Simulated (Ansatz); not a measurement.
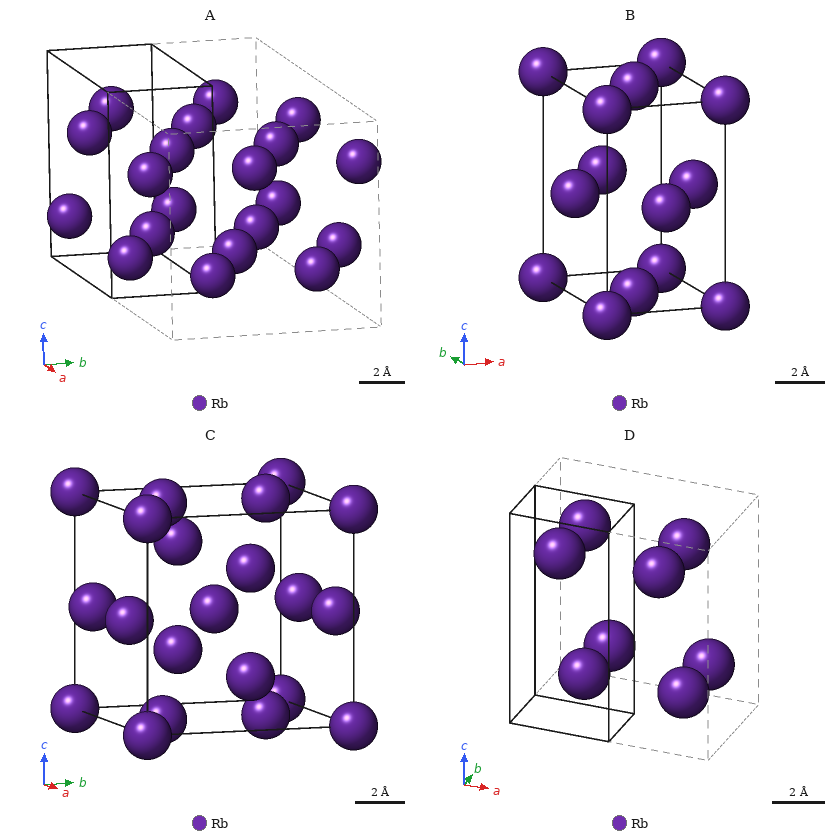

Four structures of Rb, each relaxed to rest (conventional cells in solid outline, small ones repeated, each panel with its own scale). Method: DFT PBE, scalar-relativistic, plane waves, PAW in Ansatz, without spin polarisation.

Question: What are the structures shown?

Answer: A: 4 atoms a cell on a base-centred monoclinic lattice, C2/m; B: 4 atoms a cell on a face-centred orthorhombic lattice, Fmmm; C: β-tungsten (A15) type, Pm-3n; D: hexagonal close-packed (Mg type), P6_3/mmc.

Question: Which of these is lowest in energy, and how far above it do the others lie?

Answer: D, then C (+8 meV/atom), B (+19 meV/atom) and A (+30 meV/atom), energies at zero smearing.

Question: Collect the results in a table.

Answer:
| panel | structure | E − E(lowest) (meV/atom) | volume (Å³/atom) | gap (eV) |
| --- | --- | --- | --- | --- |
| D | P6_3/mmc | 0 | 93.2 | metal |
| C | Pm-3n | 8 | 91.5 | metal |
| B | Fmmm | 19 | 85.8 | metal |
| A | C2/m | 30 | 104.7 | metal |

Some of these may be structure types tried for this composition rather than known phases, and the most stable form need not be among them. Gaps are taken on the k-mesh or band path of each run.
